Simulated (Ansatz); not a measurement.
```
CELL_PARAMETERS angstrom
3.80950 0.00000 0.00000
-1.90475 3.29912 0.00000
0.00000 0.00000 18.68847
ATOMIC_POSITIONS crystal
Zn 0.00000 0.00000 0.00003
Zn 0.00000 0.00000 0.50003
Zn 0.33333 0.66667 0.16681
Zn 0.66667 0.33333 0.66681
Zn 0.66667 0.33333 0.33326
Zn 0.33333 0.66667 0.83326
S 0.00000 0.00000 0.12511
S 0.00000 0.00000 0.62511
S 0.33333 0.66667 0.29165
S 0.66667 0.33333 0.79165
S 0.66667 0.33333 0.45813
S 0.33333 0.66667 0.95813
```

Space group P6₃mc.

Computed with DFT r2SCAN, scalar-relativistic, plane waves, PAW in Ansatz 0.2.0.

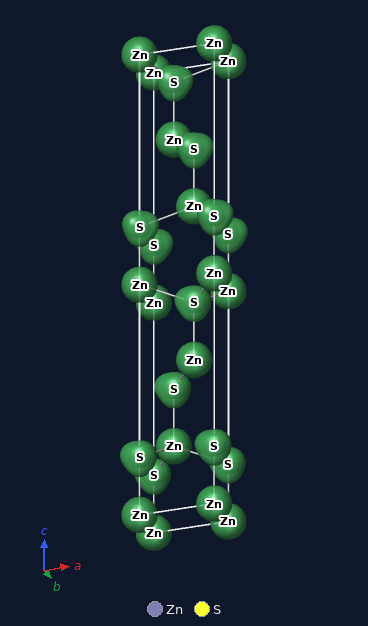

ZnS. Isosurface of the valence pseudo-density at 1 e/Å³ (green), seen at an oblique angle. Sticks mark near contacts.

The density is the valence pseudo-density of a PAW calculation; it isn't the true density close to the nuclei.

Which contacts does the surface bridge?

At this value the density breaks into separate islands; it holds about 55 % of the electrons treated as valence. It bridges none of the near contacts. It is pinched off along the sampled Zn–S (2.33 Å) contacts. On the grid the lowest density along these lines, outside the cores, is 0.48 e/Å³ (Zn–S, 2.33 Å).

Does the calculation make it a metal, or give it a gap?

It is gapped, with a Kohn–Sham gap of 2.7 eV on the k-point mesh, an upper bound to the gap of this method.
